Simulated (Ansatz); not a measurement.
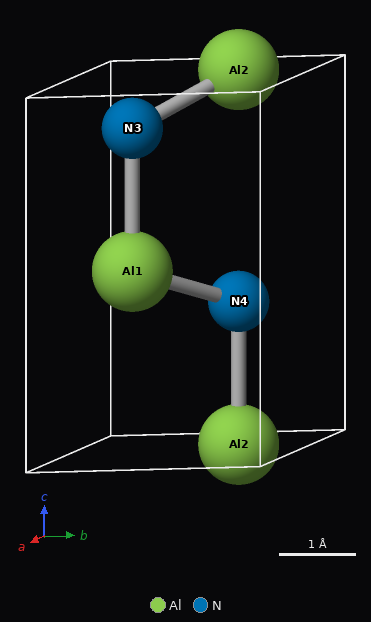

Figure 1. The structure as given in the input (ball-and-stick view of the cell of the calculation, seen slightly off an axis; atoms are numbered from 1 in the order of the input). An atom can appear more than once, as a periodic image. Near neighbours in the periodic cell (some may lie outside the picture): Al has 4 N at 1.90 to 1.91 Å; N has 4 Al at 1.90 to 1.91 Å.

## AlN: a changed input and its effect

System: AlN (P6₃mc, 4 atoms in the cell).
Method of run A: DFT PBE, scalar-relativistic, plane waves, PAW, no spin polarisation (Ansatz 0.2.0).

The structure derives from a Materials Project entry. Text and figures count atoms from 1; the logs count them from 0 in places.

### Input file, run A
```yaml
crystal:
  lattice:
    - [3.1302036258, 0.0, 0.0]
    - [-1.5651018129, 2.710835859, 0.0]
    - [0.0, 0.0, 5.0180193796]
  atoms:
    - { symbol: Al, position: [0.6666666667, 0.3333333333, 0.4992349487] }
    - { symbol: Al, position: [0.3333333333, 0.6666666667, 0.9992349487] }
    - { symbol: "N", position: [0.6666666667, 0.3333333333, 0.8807650513] }
    - { symbol: "N", position: [0.3333333333, 0.6666666667, 0.3807650513] }
basis:
  ecutwfc: 420
  xc_grid: 2
kpoints:
  mp_grid: { grid: [9, 9, 4] }
  band_path: { path: [VBM, CBM], npoints: 2 }
hamiltonian:
  xc: pbe
scf:
  occupations: { method: gaussian, width: 0.02 }
output:
  forces: true
  stress: true
  eigenvalues: true
```

Launched with:
```bash
ansatz run input.yaml --threads 8 --pin off --max-ram 16384MiB --backend cpu --events-out ev --progress --plain --runs-dir out
```

Hardware: 8 threads of Arm Neoverse V2, 112 GiB of memory available, shared host.

### Output, shortened to warnings, some set-up lines, iterations and results (run A)
```
Basis set: ecut = 420 eV, 833 PW (Γ), exchange–correlation on 48×48×72 points (8 copies of the dense FFT grid, shifted against one another)
Symmetry: 12 space group operations
k-points: 36 of 324 (time reversal used)
Initial density: superposition of atomic densities (neutral atoms: chi_scale 0, normalization atom), corrected by the library's trained network
[...]
SCF iter   1: F=—  HF=-1848.507673 eV  |F-HF|=—  |Δ(HF+E_count)|=         —  Δρ=8.13e-4  dr2=1.30e-4  ethr=1.77e-3  ⟨swp⟩=6.1  Hψ=2923  notcnv=0
SCF iter   2: F=—  HF=-1848.508020 eV  |F-HF|=—  |Δ(HF+E_count)|=   3.47e-4  Δρ=3.94e-4  dr2=2.04e-5  ethr=8.10e-7  ⟨swp⟩=2.3  Hψ=1048  notcnv=0
SCF iter   3: F=—  HF=-1848.507863 eV  |F-HF|=—  |Δ(HF+E_count)|=   1.57e-4  Δρ=6.17e-5  dr2=6.32e-7  ethr=1.27e-7  ⟨swp⟩=2.2  Hψ=692  notcnv=0
SCF iter   4: F=-1848.507865 eV  HF=-1848.507865 eV  |F-HF|=1.09e-8  |Δ(HF+E_count)|=   1.95e-6  Δρ=9.83e-6  dr2=1.67e-8  ethr=3.95e-9  ⟨swp⟩=2.1  Hψ=707  notcnv=0
SCF iter   5: F=-1848.507865 eV  HF=-1848.507865 eV  |F-HF|=5.70e-10  |Δ(HF+E_count)|=   1.30e-8  Δρ=1.85e-6  dr2=8.12e-10  ethr=1.05e-10  ⟨swp⟩=2.6  Hψ=736  notcnv=0
SCF iter   6: F=-1848.507865 eV  HF=-1848.507865 eV  |F-HF|=1.00e-11  |Δ(HF+E_count)|=  2.50e-10  Δρ=1.73e-7  dr2=5.53e-12  ethr=5.08e-12  ⟨swp⟩=1.1  Hψ=1247  notcnv=0
SCF 1 converged in 6 iterations: F = -1848.507865 eV  dr2 = 5.53e-12
NSCF: frozen V_eff on 28 k-points
NSCF: frozen V_eff on 28 k-points
NSCF: frozen V_eff on 28 k-points
NSCF: frozen V_eff on 27 k-points
NSCF: frozen V_eff on 4 k-points
NSCF: frozen V_eff on 3 k-points
NSCF: frozen V_eff on 3 k-points
NSCF: frozen V_eff on 3 k-points
NSCF: frozen V_eff on 3 k-points
NSCF: frozen V_eff on 3 k-points
SCF converged after 6 iterations
Free energy (F): -1848.507865 eV
Harris-Foulkes:  -1848.507865 eV  (|F-HF|=1.00e-11)
Internal energy: -1848.507865 eV  (E = F + TS)
E sigma→0 (E₀):  -1848.507865 eV
Fermi energy:    8.960283 eV
--- Per-component energies (eV) ---
  E_band       = 27.854890
  E_kinetic    = 317.322390
  E_local      = -451.605034  (includes V_loc(G=0)·N_el)
  E_nonlocal   = 110.503509
  E_hartree    = 156.640864
  E_xc         = -203.250355
  E_vxc        = -215.380396  (∫ρ·V_xc dr)
  E_paw        = -1190.066833  (= ΣΔE_a)
  E_vpaw       = -46.267487  (= ΣTr[D̂ρ^β])
  E_aug_tail   = 0.000195  (compensation charges beyond the density's cutoff)
  E_ewald      = -588.052600
  E_smearing   = -0.000000  (= −TS)
  E_closure    = 0.000000  (closes the sum)
  Σ components = -1848.507865   (vs F -1848.507865, Δ=0.00e0)
--- Forces (eV/Å), atoms counted from 1 ---
  atom   1  Al     0.00000000     0.00000000    -0.00041564
  atom   2  Al     0.00000000    -0.00000000    -0.00041564
  atom   3  N      0.00000000    -0.00000000     0.00040425
  atom   4  N     -0.00000000     0.00000000     0.00040425
  max |Σ_I F_I| component: 2.28e-5 eV/Å
--- Stress (GPa, compression-positive) ---
        0.005124       0.000000       0.000000
        0.000000       0.005124       0.000000
        0.000000       0.000000       0.006953
  P = ⅓ Tr σ = 0.0057 GPa (0.057 kbar)
```

For run B the input was changed thus:
```diff
-  ecutwfc: 420
-  xc_grid: 2
+  ecutrho_ratio: 12
-  band_path: { path: [VBM, CBM], npoints: 2 }
+  pseudopotentials: { kind: paw, source: jth }
```

What does this change do to the results?

The total energies belong to different models, so their difference says nothing on which is more stable or more accurate. The pressure goes from 0.01 to 0.39 GPa. The SCF takes 7 iterations against 6. The plane waves at Γ go from 833 to 4685. The two runs start from different initial densities, which also moves the count.

### Output, shortened to warnings, some set-up lines, iterations and results (run B)
```
Warning: [file] the checks of this Al dataset prove no rule for summing its radial tables, as where they were carried onto another mesh than they were made on, and Gregory's rule is taken, under which a leading mesh point left out moves its sums only by what lay on the interval it spanned. That does not make them correct, and they differ from Quantum ESPRESSO's on this file; a re-export a …
Warning: [file] the checks of this N dataset prove no rule for summing its radial tables, as where they were carried onto another mesh than they were made on, and Gregory's rule is taken, under which a leading mesh point left out moves its sums only by what lay on the interval it spanned. That does not make them correct, and they differ from Quantum ESPRESSO's on this file; a re-export a fraction …
Basis set: ecut = 1320 eV, 4685 PW (Γ), exchange–correlation on 144×144×216 points (8 copies of the dense FFT grid, shifted against one another)
Symmetry: 12 space group operations
k-points: 36 of 324 (time reversal used)
Initial density: superposition of atomic densities (chi_scale 0.1, normalization cell, long waves kept (reshape's long-wave potential 0.00 eV rms))
[...]
SCF iter   1: F=—  HF=-1851.185924 eV  |F-HF|=—  |Δ(HF+E_count)|=         —  Δρ=1.41e-1  dr2=1.01e1  ethr=3.10e-3  ⟨swp⟩=9.3  Hψ=4186  notcnv=0
SCF iter   2: F=—  HF=-1848.786794 eV  |F-HF|=—  |Δ(HF+E_count)|=    2.40e0  Δρ=7.65e-2  dr2=1.52e0  ethr=3.10e-3  ⟨swp⟩=5.1  Hψ=1688  notcnv=0
SCF iter   3: F=—  HF=-1848.382017 eV  |F-HF|=—  |Δ(HF+E_count)|=   4.05e-1  Δρ=2.18e-2  dr2=1.03e-1  ethr=3.10e-3  ⟨swp⟩=2.2  Hψ=1103  notcnv=0
SCF iter   4: F=—  HF=-1848.390983 eV  |F-HF|=—  |Δ(HF+E_count)|=   8.97e-3  Δρ=1.85e-3  dr2=7.30e-4  ethr=6.45e-4  ⟨swp⟩=2.0  Hψ=602  notcnv=0
SCF iter   5: F=—  HF=-1848.390811 eV  |F-HF|=—  |Δ(HF+E_count)|=   1.71e-4  Δρ=2.43e-4  dr2=6.36e-6  ethr=4.56e-6  ⟨swp⟩=2.1  Hψ=778  notcnv=0
SCF iter   6: F=—  HF=-1848.390820 eV  |F-HF|=—  |Δ(HF+E_count)|=   8.79e-6  Δρ=1.47e-5  dr2=4.10e-8  ethr=6.25e-10  ⟨swp⟩=6.8  Hψ=3247  notcnv=0
SCF iter   7: F=-1848.390820 eV  HF=-1848.390820 eV  |F-HF|=1.14e-9  |Δ(HF+E_count)|=   3.26e-8  Δρ=2.64e-6  dr2=1.37e-9  ethr=2.56e-10  ⟨swp⟩=2.8  Hψ=1736  notcnv=0
SCF 1 converged in 7 iterations: F = -1848.390820 eV  dr2 = 1.37e-9
SCF converged after 7 iterations
Free energy (F): -1848.390820 eV
Harris-Foulkes:  -1848.390820 eV  (|F-HF|=1.14e-9)
Internal energy: -1848.390820 eV  (E = F + TS)
E sigma→0 (E₀):  -1848.390820 eV
Fermi energy:    8.955390 eV
--- Per-component energies (eV) ---
  E_band       = 27.647620
  E_kinetic    = 379.780350
  E_local      = -503.037104  (includes V_loc(G=0)·N_el)
  E_nonlocal   = 99.492352
  E_hartree    = 156.839623
  E_xc         = -210.122235
  E_vxc        = -239.752864  (∫ρ·V_xc dr)
  E_paw        = -1183.291216  (= ΣΔE_a)
  E_vpaw       = -22.514215  (= ΣTr[D̂ρ^β])
  E_aug_tail   = 0.000011  (compensation charges beyond the density's cutoff)
  E_ewald      = -588.052600
  E_smearing   = -0.000000  (= −TS)
  E_closure    = 0.000000  (closes the sum)
  Σ components = -1848.390820   (vs F -1848.390820, Δ=0.00e0)
--- Forces (eV/Å), atoms counted from 1 ---
  atom   1  Al     0.00000000     0.00000000     0.00033414
  atom   2  Al     0.00000000    -0.00000000     0.00033414
  atom   3  N      0.00000000    -0.00000000    -0.00035501
  atom   4  N     -0.00000000     0.00000000    -0.00035501
  max |Σ_I F_I| component: 4.17e-5 eV/Å
--- Stress (GPa, compression-positive) ---
        0.403070      -0.000000       0.000000
        0.000000       0.403070       0.000000
        0.000000       0.000000       0.370333
  P = ⅓ Tr σ = 0.3922 GPa (3.922 kbar)
```

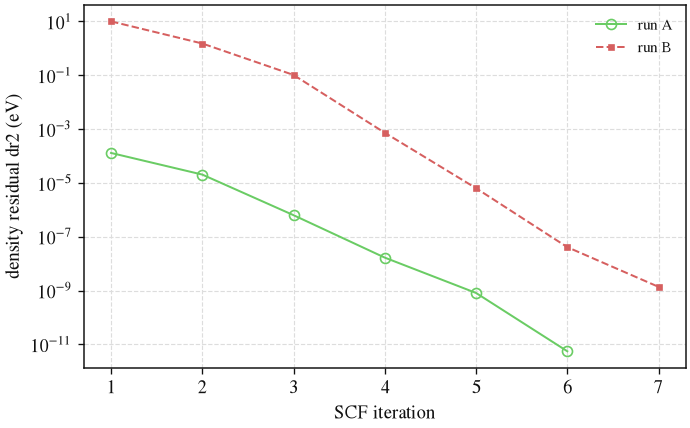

Figure 2. Convergence of the two runs: density residual dr2 against the SCF iteration. Run A takes 6 iterations in all, and run B takes 7.

### The two runs side by side

| quantity | run A | run B |
| --- | --- | --- |
| outcome | converged | converged |
| free energy per atom (eV) | −462.1270 | −462.0977 |
| gap on the mesh (eV) | 4.03 | 4.03 |
| pressure (GPa) | 0.01 | 0.39 |
| largest force (eV/Å) | 0.000 | 0.000 |
| SCF iterations | 6 | 7 |
| irreducible k-points | 36 | 36 |
| plane waves at Γ | 833 | 4685 |
| wall time (shared host) | 0.88 s | 1.6 s |
